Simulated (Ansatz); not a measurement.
System: MoS$_{2}$ (slab).

The calculation's input:

```
crystal:
  lattice:
    - [3.1431208318, 0.0, 0.0]
    - [-1.5715604159, 6.3484649833, 0.0]
    - [0.0, 0.0, 26.8970708865]
  atoms:
    - { symbol: S, position: [0.1419093217, 0.2838186435, 0.2788407716] }
    - { symbol: S, position: [0.8989910954, 0.7979821907, 0.2953998876] }
    - { symbol: Mo, position: [0.5306428742, 0.0612857485, 0.3205092465] }
    - { symbol: S, position: [0.6725497415, 0.3450994829, 0.3790032671] }
    - { symbol: S, position: [0.4296315151, 0.8592630302, 0.3955623831] }
    - { symbol: Mo, position: [0.061283294, 0.1225665879, 0.420671742] }
    - { symbol: S, position: [0.2031901612, 0.4063803224, 0.4791657626] }
    - { symbol: S, position: [0.9602719348, 0.9205438696, 0.4957248786] }
    - { symbol: Mo, position: [0.5919237137, 0.1838474274, 0.5208342374] }
    - { symbol: S, position: [0.7338305809, 0.4676611618, 0.579328258] }
    - { symbol: S, position: [0.4909123545, 0.9818247091, 0.595887374] }
    - { symbol: Mo, position: [0.1225641334, 0.2451282668, 0.6209967329] }
    - { symbol: S, position: [0.2644710006, 0.5289420013, 0.6794907535] }
    - { symbol: S, position: [0.0215527743, 0.0431055485, 0.6960498695] }
    - { symbol: Mo, position: [0.6532045531, 0.3064091063, 0.7211592284] }
basis:
  ecutwfc: 420
kpoints:
  mp_grid: { grid: [9, 4, 1] }
hamiltonian:
  xc: pbesol
scf:
  occupations: { method: gaussian, width: 0.05 }
output:
  forces: true
  eigenvalues: true
  write_density: true
  write_potential: true
  elf: true
  volumetric_format: npy
relax:
  adjacent_minimum: "off"
  f_tol: 0.02
  max_steps: 60
efield:
  axis: 3
  dipole_correction: true
  ramp_width: 0.04
```

Launched as:

```sh
ansatz run input.yaml --threads 2 --pin off --max-ram 5120MiB --backend cpu --events-out ev --progress --plain --runs-dir out
```

The fields are those of the run's last geometry, not of the input's.

Computed without spin polarisation.

The calculation used Ansatz 0.2.0, DFT PBEsol, scalar-relativistic, plane waves, PAW.

Question: What will maps of the valence pseudo-density and electron localisation function show?

Answer: Mo–S (2.35 Å): ρ is about 0.67 e/Å³ halfway; the ELF peaks at about 0.85 in the valence shell of S, 0.8 Å from its nucleus, and is about 0.45 at the midpoint.
Mo–S (2.39 Å): ρ at the midpoint is about 0.62 e/Å³; the ELF peaks at about 0.85 in the valence shell of S, 0.8 Å from its nucleus, and is about 0.45 at the midpoint.

Question: Does the calculation give a band gap?

Answer: It is gapless in this calculation (a metal or semimetal).

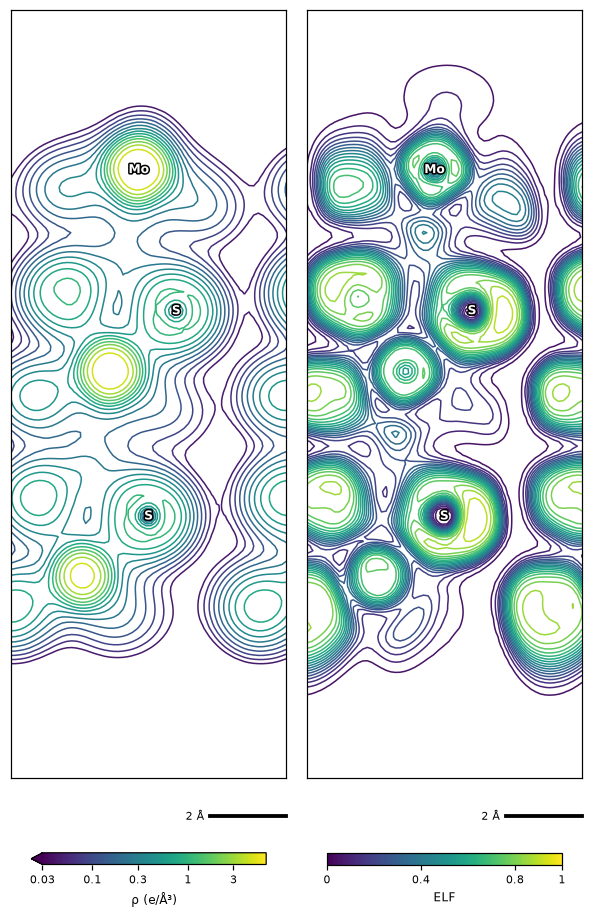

Computed valence pseudo-density and electron localisation function on the (11̄0) plane of the calculation cell, a cut from vacuum to vacuum, in this order. Atoms just off the plane (S, 0.6 Å away and Mo, 0.3 Å away) can leave unmarked features too.
